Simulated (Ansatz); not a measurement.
## Run report: Ga₂O₃, geometry relaxation (part 2 of 3)

The same run, continued: Ga₂O₃ (10 atoms in the cell); DFT PBE, scalar-relativistic, plane waves, PAW, no spin polarisation (Ansatz 0.2.0); cutoff 420 eV, 10×10×6 k-mesh, Gaussian smearing of 0.02 eV. The structure derives from a Materials Project entry.

Geometry of the input (Å; fractional positions):
```
6.1402  -1.5238  0.0000
6.1402  1.5238  0.0000
-1.3841  0.0000  5.6503
Ga 0.3412  0.3412  0.6853
Ga 0.6588  0.6588  0.3147
Ga 0.9095  0.9095  0.2052
Ga 0.0905  0.0905  0.7948
O  0.5035  0.5035  0.7433
O  0.4965  0.4965  0.2567
O  0.8266  0.8266  0.4368
O  0.1734  0.1734  0.5632
O  0.1645  0.1645  0.1092
O  0.8355  0.8355  0.8908
```

**The program's output, continued**
```
SCF iter   1: F=—  HF=-18540.113423 eV  |F-HF|=—  |Δ(HF+E_count)|=         —  Δρ=7.43e-4  dr2=3.29e-5  ethr=1.18e-7  ⟨swp⟩=3.0  Hψ=57679  notcnv=0
preconditioner: auto → Resta (q_TF=auto, 2.631 Å⁻¹)  ε∞=4.6  [insulator: Δε(μ)=2.027 eV  Ē_g=17.447 eV  σ=0.020 eV  W_gap=1.00  n_scr=34 (ndim 8)  ℏωp=33.3 eV  f_vac=0.019  D(μ)=0.00/eV (n_scr^D=0)  ε∞_Penn≈4.6]
SCF iter   2: F=—  HF=-18540.117505 eV  |F-HF|=—  |Δ(HF+E_count)|=   4.08e-3  Δρ=3.74e-4  dr2=1.03e-5  ethr=3.74e-8  ⟨swp⟩=2.8  Hψ=16681  notcnv=0
SCF iter   3: F=—  HF=-18540.118694 eV  |F-HF|=—  |Δ(HF+E_count)|=   1.19e-3  Δρ=1.33e-4  dr2=1.03e-6  ethr=1.17e-8  ⟨swp⟩=2.7  Hψ=16727  notcnv=0
SCF iter   4: F=—  HF=-18540.118857 eV  |F-HF|=—  |Δ(HF+E_count)|=   1.63e-4  Δρ=1.07e-5  dr2=4.84e-8  ethr=1.17e-9  ⟨swp⟩=2.0  Hψ=16856  notcnv=0
SCF iter   5: F=—  HF=-18540.118857 eV  |F-HF|=—  |Δ(HF+E_count)|=   1.37e-7  Δρ=4.43e-6  dr2=3.73e-9  ethr=5.50e-11  ⟨swp⟩=2.0  Hψ=16465  notcnv=0
SCF iter   6: F=—  HF=-18540.118857 eV  |F-HF|=—  |Δ(HF+E_count)|=   1.65e-7  Δρ=1.00e-6  dr2=8.48e-10  ethr=4.24e-12  ⟨swp⟩=2.0  Hψ=16803  notcnv=0
SCF iter   7: F=—  HF=-18540.118857 eV  |F-HF|=—  |Δ(HF+E_count)|=   1.04e-9  Δρ=4.22e-7  dr2=1.82e-10  ethr=1.00e-12  ⟨swp⟩=2.0  Hψ=16140  notcnv=0
SCF iter   8: F=-18540.118857 eV  HF=-18540.118857 eV  |F-HF|=2.18e-11  |Δ(HF+E_count)|=  1.46e-11  Δρ=2.20e-7  dr2=4.39e-11  ethr=1.00e-12  ⟨swp⟩=6.0  Hψ=41861  notcnv=0
SCF 7 converged in 8 iterations: F = -18540.118857 eV  dr2 = 4.39e-11
relax step   7: F+E_penalty+E_count = -18540.11885717 eV  Δ(F+E_penalty+E_count) = -2.091e-2 eV  max|allowed force component| = 1.755e-3 eV/Å  Δτ_max = 0.0000 Å  P = +0.302 GPa  Ω = 109.440 Å³  stress off target by 3.25e-1 GPa  SCF on the basis re-selected at this cell (its energy is not comparable with the rows above)  (8 SCF iters)
basis re-selected at this cell: Δ(F+E_penalty+E_count) = -2.091e-2 eV, ΔP = +0.301 GPa vs the last step (what re-selecting the basis moved, of the pressure what is left beyond the Pulay correction that the steps carried, after the strain that the cell walked since its last selection, with what the two solves' SCF thresholds leave and, on support functions, any second-order correction that the steps lacked; it is no measure of the basis error at this ecutwfc). This SCF's stress stands 3.25e-1 GPa from its target on what of the cell is left free (relax.cell.stress_tol is 5.00e-2 GPa) and its largest allowed force component is 1.75e-3 eV/Å (relax.f_tol is 5.00e-3 eV/Å): not within both, so this SCF does not close the relaxation
Crystal: 10 atoms, lattice volume = 109.638 Å³
Basis set: ecut = 420 eV, 2141 PW (Γ), FFT grids on a1−a2, a2, a3, exchange–correlation on 48×90×80 points (8 copies of the dense FFT grid, shifted against one another)
iter 1 solved again at ethr=9.62e-8 eV; its pass at ethr=3.10e-3 eV (dr2=8.46e-5 eV) is discarded
SCF iter   1: F=—  HF=-18540.118013 eV  |F-HF|=—  |Δ(HF+E_count)|=         —  Δρ=3.89e-4  dr2=8.45e-5  ethr=9.62e-8  ⟨swp⟩=2.0  Hψ=35417  notcnv=0
preconditioner: auto → Resta (q_TF=auto, 2.630 Å⁻¹)  ε∞=4.6  [insulator: Δε(μ)=2.011 eV  Ē_g=17.431 eV  σ=0.020 eV  W_gap=1.00  n_scr=34 (ndim 8)  ℏωp=33.3 eV  f_vac=0.020  D(μ)=0.00/eV (n_scr^D=0)  ε∞_Penn≈4.6]
SCF iter   2: F=—  HF=-18540.118127 eV  |F-HF|=—  |Δ(HF+E_count)|=   1.14e-4  Δρ=1.65e-4  dr2=1.29e-5  ethr=9.61e-8  ⟨swp⟩=3.0  Hψ=17170  notcnv=0
SCF iter   3: F=—  HF=-18540.118127 eV  |F-HF|=—  |Δ(HF+E_count)|=   3.50e-7  Δρ=6.39e-5  dr2=2.98e-6  ethr=1.46e-8  ⟨swp⟩=2.0  Hψ=16071  notcnv=0
SCF iter   4: F=—  HF=-18540.118127 eV  |F-HF|=—  |Δ(HF+E_count)|=   3.45e-7  Δρ=1.95e-5  dr2=3.82e-7  ethr=3.38e-9  ⟨swp⟩=2.0  Hψ=14852  notcnv=0
SCF iter   5: F=-18540.118127 eV  HF=-18540.118127 eV  |F-HF|=1.38e-8  |Δ(HF+E_count)|=   5.65e-8  Δρ=1.05e-5  dr2=8.29e-8  ethr=3.01e-10  ⟨swp⟩=9.7  Hψ=59456  notcnv=0
SCF 8 converged in 5 iterations: F = -18540.118127 eV  dr2 = 8.29e-8
relax step   8: F+E_penalty+E_count = -18540.11812694 eV  Δ(F+E_penalty+E_count) = +7.302e-4 eV  max|allowed force component| = 1.455e-3 eV/Å  Δτ_max = 0.0024 Å  P = +0.012 GPa  Ω = 109.638 Å³  energy of the carried Pulay correction = -9.285e-4 eV  (5 SCF iters, dr2 threshold 2.65e-7 eV, accepted)
iter 1 solved again at ethr=5.30e-8 eV; its pass at ethr=3.10e-3 eV (dr2=4.67e-5 eV) is discarded
SCF iter   1: F=—  HF=-18540.118695 eV  |F-HF|=—  |Δ(HF+E_count)|=         —  Δρ=1.52e-4  dr2=6.76e-7  ethr=5.30e-8  ⟨swp⟩=3.1  Hψ=60696  notcnv=0
preconditioner: auto → Resta (q_TF=auto, 2.630 Å⁻¹)  ε∞=4.6  [insulator: Δε(μ)=2.012 eV  Ē_g=17.433 eV  σ=0.020 eV  W_gap=1.00  n_scr=34 (ndim 8)  ℏωp=33.3 eV  f_vac=0.020  D(μ)=0.00/eV (n_scr^D=0)  ε∞_Penn≈4.6]
SCF iter   2: F=—  HF=-18540.119053 eV  |F-HF|=—  |Δ(HF+E_count)|=   3.58e-4  Δρ=7.68e-5  dr2=1.79e-7  ethr=7.68e-10  ⟨swp⟩=2.0  Hψ=16721  notcnv=0
SCF iter   3: F=—  HF=-18540.119129 eV  |F-HF|=—  |Δ(HF+E_count)|=   7.55e-5  Δρ=1.42e-5  dr2=2.80e-8  ethr=2.03e-10  ⟨swp⟩=2.2  Hψ=13760  notcnv=0
SCF iter   4: F=—  HF=-18540.119131 eV  |F-HF|=—  |Δ(HF+E_count)|=   2.25e-6  Δρ=1.60e-6  dr2=1.33e-9  ethr=3.18e-11  ⟨swp⟩=2.0  Hψ=15970  notcnv=0
SCF iter   5: F=—  HF=-18540.119131 eV  |F-HF|=—  |Δ(HF+E_count)|=   1.40e-8  Δρ=6.76e-7  dr2=4.12e-10  ethr=1.51e-12  ⟨swp⟩=2.9  Hψ=18591  notcnv=0
SCF iter   6: F=-18540.119131 eV  HF=-18540.119131 eV  |F-HF|=6.18e-11  |Δ(HF+E_count)|=   2.48e-9  Δρ=1.63e-7  dr2=2.50e-11  ethr=1.00e-12  ⟨swp⟩=4.2  Hψ=44942  notcnv=0
SCF 9 converged in 6 iterations: F = -18540.119131 eV  dr2 = 2.50e-11
relax step   9: F+E_penalty+E_count = -18540.11913106 eV  Δ(F+E_penalty+E_count) = -1.004e-3 eV  max|allowed force component| = 1.567e-3 eV/Å  Δτ_max = 0.0000 Å  P = +0.018 GPa  Ω = 109.638 Å³  stress off target by 2.13e-2 GPa  SCF on the basis re-selected at this cell (its energy is not comparable with the rows above)  (6 SCF iters)
```

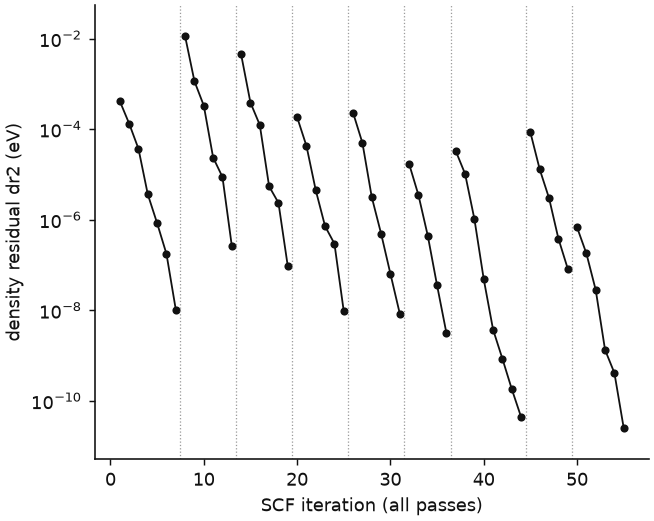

**Figure 1.** Convergence of the self-consistent field: density residual dr2 against the SCF iteration. The dotted lines part the SCF passes of the relaxation: geometry steps, rejected trials and re-solves on a re-selected basis. The 9 passes take 5 to 8 iterations each, 55 in all.

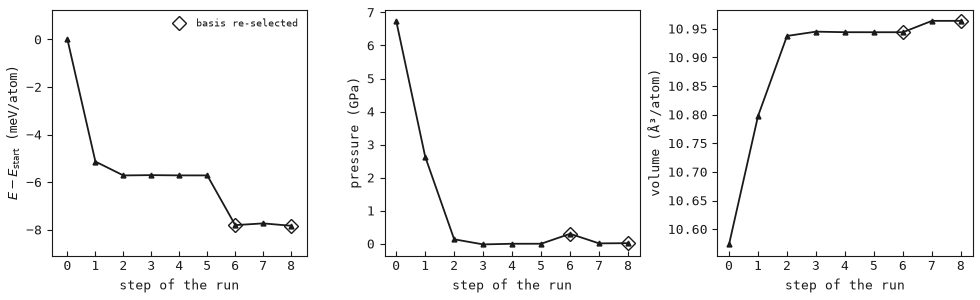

**Figure 2.** Progress of the relaxation, step by step (the first geometry is step 0 here and step 1 in the log).

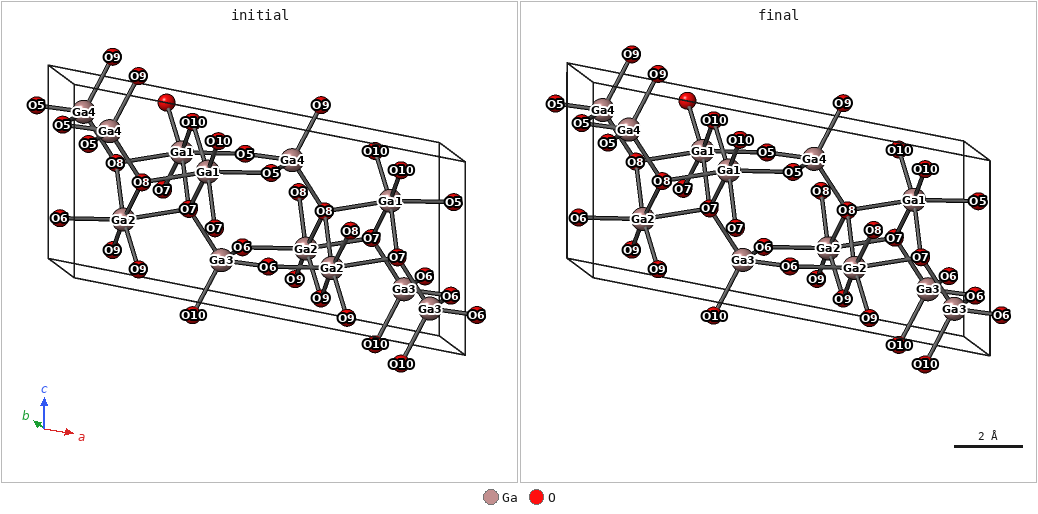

**Figure 3.** Before (left) and after (right) the relaxation, at one scale (ball-and-stick view of the cell 2 times as large as that of the calculation, set on its symmetry axes, with bonded neighbours outside it, seen slightly off an axis). After 6 geometry steps the energy has fallen by 7.7 meV per atom. Largest force component: 0.15 eV/Å at the start, 0.0016 eV/Å at the end. Pressure: 6.74 GPa at the start and 0.02 GPa at the end. The basis was re-selected once at an unchanged geometry, which shifts the energy a little without any move. The largest moves relative to the cell, 0.012 Å, are those of O9 and O10. Largest moves by element: O 0.012 Å, Ga 0.007 Å. Cell: a 12.280 → 12.454 Å (+1.4 %), b 3.048 → 3.083 Å (+1.2 %), c 5.817 → 5.878 Å (+1.0 %). Volume +3.7 %. Among the contacts that change: Ga1–O5 1.942 → 1.971 Å, Ga1–O7 2.079 → 2.108 Å, Ga1–O8 2.013 → 2.042 Å, Ga3–O7 1.872 → 1.895 Å. The space group stays C2/m (No. 12). The energy change given includes the shifts at the re-selections in mid-walk, which come without any move. A last SCF at the same geometry on a re-selected plane-wave basis shifts the energy by −0.1 meV per atom. (Atoms are counted from 1 in the order of the input.)

```
basis re-selected at this cell: Δ(F+E_penalty+E_count) = -1.004e-3 eV, ΔP = +0.006 GPa vs the last step (what re-selecting the basis moved, of the pressure what is left beyond the Pulay correction that the steps carried, after the strain that the cell walked since its last selection, with what the two solves' SCF thresholds leave and, on support functions, any second-order correction that the steps lacked; it is no measure of the basis error at this ecutwfc). This SCF's stress stands 2.13e-2 GPa from its target on what of the cell is left free (relax.cell.stress_tol is 5.00e-2 GPa) and its largest allowed force component is 1.57e-3 eV/Å (relax.f_tol is 5.00e-3 eV/Å): within both
SCF converged after 6 iterations
Free energy (F): -18540.119131 eV
Harris-Foulkes:  -18540.119131 eV  (|F-HF|=6.18e-11)
Internal energy: -18540.119131 eV  (E = F + TS)
E sigma→0 (E₀):  -18540.119131 eV
Fermi energy:    8.565084 eV
--- Per-component energies (eV) ---
  E_band       = -146.322669
  E_kinetic    = 1514.175846
  E_local      = -9271.242505  (includes V_loc(G=0)·N_el)
  E_nonlocal   = 2020.201716
  E_hartree    = 4150.812724
  E_xc         = -710.597936
  E_vxc        = -787.666423  (∫ρ·V_xc dr)
  E_paw        = -8942.042468  (= ΣΔE_a)
  E_vpaw       = -1923.431382  (= ΣTr[D̂ρ^β])
  E_aug_tail   = 0.014301  (compensation charges beyond the density's cutoff)
  E_ewald      = -7301.440807
  E_smearing   = -0.000000  (= −TS)
  E_closure    = 0.000000  (closes the sum)
  Σ components = -18540.119131   (vs F -18540.119131, Δ=0.00e0)
--- Forces (eV/Å), atoms counted from 1 ---
  atom   1  Ga     0.00083898     0.00000000     0.00097475
  atom   2  Ga    -0.00083898     0.00000000    -0.00097475
  atom   3  Ga     0.00156731     0.00000000     0.00018730
  atom   4  Ga    -0.00156731     0.00000000    -0.00018730
  atom   5  O      0.00081278     0.00000000     0.00010488
  atom   6  O     -0.00081278     0.00000000    -0.00010488
  atom   7  O     -0.00044285     0.00000000    -0.00052650
  atom   8  O      0.00044285     0.00000000     0.00052650
  atom   9  O      0.00025829     0.00000000     0.00005501
  atom  10  O     -0.00025829     0.00000000    -0.00005501
  max |Σ_I F_I| component: 1.63e-19 eV/Å
--- Stress (GPa, compression-positive) ---
        0.021288       0.000000      -0.000638
        0.000000       0.018930       0.000000
       -0.000638       0.000000       0.013938
  P = ⅓ Tr σ = 0.0181 GPa (0.181 kbar)
--- Band table (eV; the first three rows and the last of 172) ---
  k-point 0: bands = ["-11.0494", "-10.0014", "-9.9727", "-9.8699", "-9.4256", "-9.4235", "-5.4230", "-5.3943", "-5.3897", "-5.3322", "-5.2423", "-5.2420", "-5.2268", "-5.2262", "-5.1670", "-5.0612", "-5.0491", "-5.0457", "-5.0276", "-5.0133", "-5.0065", "-4.9694", "-4.9580", "-4.8426", "-4.7148", "-4.6451", "0.7458", "1.7811", "2.8639", "3.5613", "4.1807", "4.9775", "5.1097", "5.4225", "5.6418", "5.6991", "5.9657", "6.0136", "6.5847", "6.8621", "6.9026", "7.0932", "7.2732", "7.5382", "9.5708", "12.9338", "13.8526", "14.0265", "15.1165", "15.9732", "16.5573", "16.7760", "18.5475", "19.5822"]
  k-point 1: bands = ["-11.0029", "-10.0901", "-9.9818", "-9.8231", "-9.4681", "-9.3926", "-5.4160", "-5.3953", "-5.3904", "-5.3315", "-5.2814", "-5.2359", "-5.2354", "-5.2176", "-5.1650", "-5.0634", "-5.0575", "-5.0534", "-5.0399", "-5.0190", "-5.0055", "-4.9583", "-4.9570", "-4.8240", "-4.7731", "-4.5503", "0.8619", "1.9206", "2.7310", "3.5807", "4.2315", "4.9784", "5.2126", "5.3706", "5.5872", "5.6351", "5.8805", "5.9714", "6.4610", "6.9102", "6.9189", "6.9242", "7.2380", "7.3206", "10.0688", "13.0609", "13.7014", "14.1219", "14.9618", "16.1015", "16.3485", "16.9642", "18.7880", "19.6088"]
  k-point 2: bands = ["-10.8818", "-10.2690", "-9.9936", "-9.7551", "-9.5010", "-9.3901", "-5.3990", "-5.3967", "-5.3921", "-5.3366", "-5.3266", "-5.2734", "-5.2218", "-5.1976", "-5.1656", "-5.0753", "-5.0717", "-5.0671", "-5.0540", "-5.0221", "-5.0040", "-4.9556", "-4.9380", "-4.8261", "-4.7914", "-4.4441", "1.1949", "2.1215", "2.5343", "3.5315", "4.3808", "5.0049", "5.0394", "5.4024", "5.5076", "5.6342", "5.7210", "6.0133", "6.2207", "6.4372", "6.9239", "6.9983", "7.0430", "7.2799", "11.0209", "12.8641", "13.6753", "14.2715", "14.9723", "15.5473", "16.8620", "17.1148", "19.0178", "19.1917"]
  k-point 171: bands = ["-10.6690", "-10.3050", "-10.1465", "-9.8388", "-9.5524", "-9.3367", "-5.4071", "-5.4014", "-5.4003", "-5.3804", "-5.3283", "-5.3254", "-5.2227", "-5.2074", "-5.1822", "-5.1681", "-5.0847", "-5.0832", "-5.0620", "-5.0554", "-5.0016", "-4.9789", "-4.9535", "-4.9016", "-4.4255", "-4.2805", "2.0232", "2.2719", "2.4604", "2.9645", "4.0806", "4.5391", "4.7621", "4.9929", "5.2052", "5.4963", "5.7682", "6.3479", "6.6424", "6.8551", "6.9232", "6.9243", "6.9753", "7.5489", "12.3172", "12.5425", "13.3831", "13.6661", "14.3739", "15.0210", "17.0655", "17.4433", "18.9549", "19.3038"]
--- Relaxed structure (7 steps of the walk, 7 accepted, 2 SCFs on fresh bases) ---
  F+E_penalty+E_count = -18540.11913106 eV   max|allowed force component| = 1.567e-3 eV/Å   (the final SCF, on the basis selected at the relaxed cell)
  cell:  # Å, volume = 109.6382 Å³
    - [6.227096952110467, -1.5416465324162212, 0.006223730485557471]
    - [6.227096952110467, 1.5416465324162212, 0.006223730485557461]
    - [-1.3979837265894153, -1.9513859704421304e-17, 5.708937267528928]
  atoms:
    - { symbol: Ga, position: [0.3414969632810886, 0.3414969632810886, 0.6858233475539726] }
    - { symbol: Ga, position: [0.6585030367189112, 0.6585030367189112, 0.3141766524460273] }
    - { symbol: Ga, position: [0.9100736972209528, 0.9100736972209528, 0.205272264839438] }
    - { symbol: Ga, position: [0.08992630277904702, 0.08992630277904702, 0.7947277351605616] }
    - { symbol: O, position: [0.5039752966247949, 0.5039752966247949, 0.7433114551235901] }
    - { symbol: O, position: [0.4960247033752049, 0.4960247033752049, 0.25668854487641013] }
    - { symbol: O, position: [0.8263047161474409, 0.8263047161474409, 0.435665756052382] }
    - { symbol: O, position: [0.17369528385255925, 0.17369528385255925, 0.5643342439476179] }
    - { symbol: O, position: [0.16350913171103418, 0.16350913171103418, 0.10920192118185362] }
    - { symbol: O, position: [0.8364908682889655, 0.8364908682889655, 0.8907980788181464] }
```
